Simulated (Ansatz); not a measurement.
The calculation's input:

```
crystal:
  lattice:
    - [-1.7727644967, 1.7727644967, 1.7727644967]
    - [1.7727644967, -1.7727644967, 1.7727644967]
    - [1.7727644967, 1.7727644967, -1.7727644967]
  atoms:
    - { symbol: Mg, position: [0.0, 0.0, 0.0] }
basis:
  ecutwfc: 420
  fft_grid_basis: typed
kpoints:
  mp_grid: { grid: [14, 14, 14] }
hamiltonian:
  xc: pbe
  pseudopotentials: { kind: paw }
scf:
  occupations: { method: gaussian, width: 0.05 }
output:
  forces: true
  stress: true
  eigenvalues: true
  bader: true
  write_density: true
  volumetric_format: npy
  elf: true
```

Command:

```sh
ansatz run input.yaml --threads 1 --pin off --max-ram 2560MiB --backend cpu --events-out ev --progress --plain --runs-dir out
```

The picture shows the conventional cell (a = 3.55 Å, b = 3.55 Å, c = 3.55 Å, α = 90.00°, β = 90.00°, γ = 90.00°).

Space group Im-3m. This isn't the usual form at ambient conditions. The cell comes from a database of computed structures, not from a measurement.

Theory: DFT PBE, scalar-relativistic, plane waves, PAW (Ansatz 0.2.0).

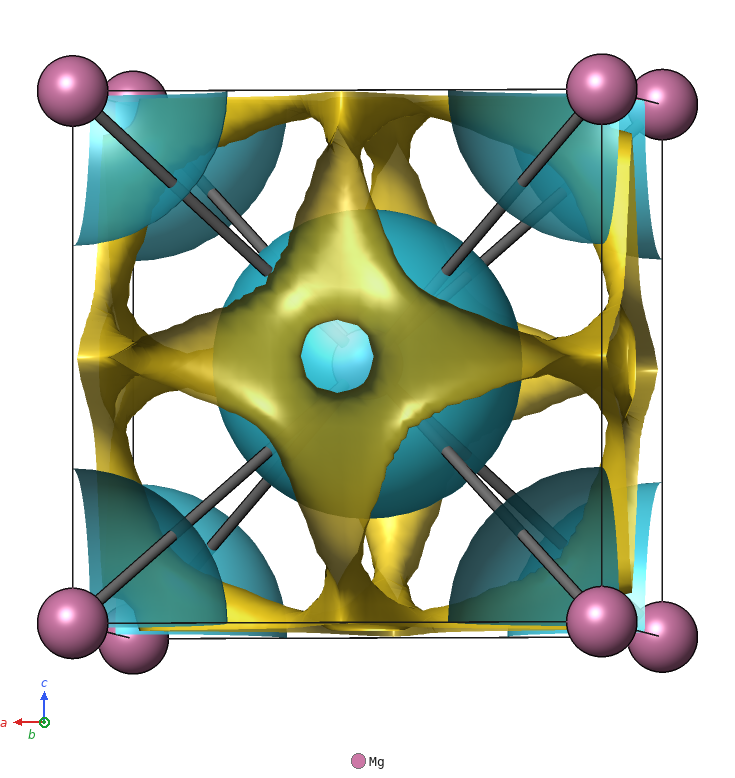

Mg. Bonding charge density, ρ(crystal) − Σ ρ(neutral atoms): yellow surfaces at +0.015 and cyan ones at −0.015 e/Å³, in the conventional cell seen at an oblique angle (the regions close to the nuclei are left out). Cores are masked to 0.9 Å (Mg).

Core electrons are frozen (PAW), so the fields are smoothed inside the atomic spheres.

### Where does charge go when the atoms form this crystal?

Mg–Mg (3.07 Å): Δρ is about zero at the midpoint.
Over the whole cell, outside the masked cores, the largest gain, 0.017 e/Å³, lies 1.9 Å from a magnesium nucleus, and the largest loss lies at the edge of the masked core of Mg.
In all about 0.13 e an atom is rearranged against the free atoms.

### Metal or insulator at this level?

It is a metal at this level of theory.

Run time: 9.3 s on 1 thread of Arm Neoverse N1, on a shared host, peak memory 0.27 GiB.
